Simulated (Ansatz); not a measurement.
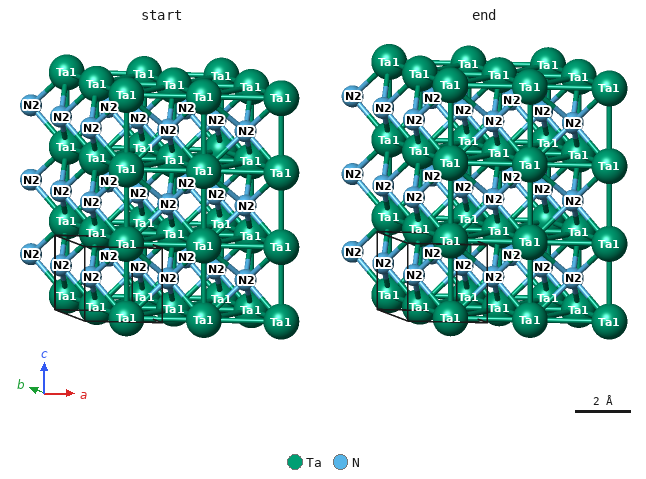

The structure of crystalline TaN (a generated structure, set up in P-6m2) (coarse preliminary run) before (left) and after (right) a relaxation, at one scale.

A ball-and-stick model of the cell of the calculation, repeated 3 × 3 × 3 with one cell outlined, seen slightly off an axis.

Case: V → Ta on all its sites, cell and atoms relaxed.

All numbers below come from DFT PBE, scalar-relativistic, plane waves, PAW in Ansatz 0.2.0.

The input:
```yaml
crystal:
  lattice:
    - [2.8748595506, 0.0, 0.0]
    - [-1.4374297753, 2.4897014031, 0.0]
    - [0.0, 0.0, 2.7762164869]
  atoms:
    - { symbol: Ta, position: [0.6666666667, 0.3333333333, 0.0] }
    - { symbol: "N", position: [0.3333333333, 0.6666666667, 0.5] }
basis:
  ecutwfc: 420
kpoints:
  mp_grid: { grid: [12, 12, 8] }
hamiltonian:
  xc: pbe
scf:
  occupations: { method: gaussian, width: 0.1 }
output:
  forces: true
  stress: true
  eigenvalues: true
relax:
  adjacent_minimum: "off"
  f_tol: 0.05
  max_steps: 60
  cell: { stress_tol: 0.5 }
```

Run as
```bash
ansatz run input.yaml --threads 1 --pin off --max-ram 2560MiB --backend cpu --events-out ev --progress --plain --runs-dir out
```

Q: What changed between the two?

A: No atom moves by more than 0.005 Å relative to the cell. Cell: a = b 2.875 → 2.950 Å (+2.6 %), c 2.776 → 2.898 Å (+4.4 %). Volume +9.9 %. Near-neighbour distances that change, for instance: Ta1–Ta1 2.776 → 2.898 Å, Ta1–Ta1 (another image) 2.875 → 2.950 Å, Ta1–N2 2.164 → 2.236 Å. The space group stays P-6m2 (No. 187). The energy falls by 119 meV per atom in 5 accepted moves (7 points after the start). All forces vanish by symmetry, so only the cell relaxes. The pressure goes from 39.92 to 0.01 GPa. At 2 points the geometry stayed and the basis and grid were re-selected for the new cell (energy shift of 4.7 meV per atom at most each time). The run took 48 s on 1 thread of Intel(R) Xeon(R) Processor @ 2.50GHz (Skylake/Cascade Lake), with other jobs on the host, peak memory 0.37 GiB.
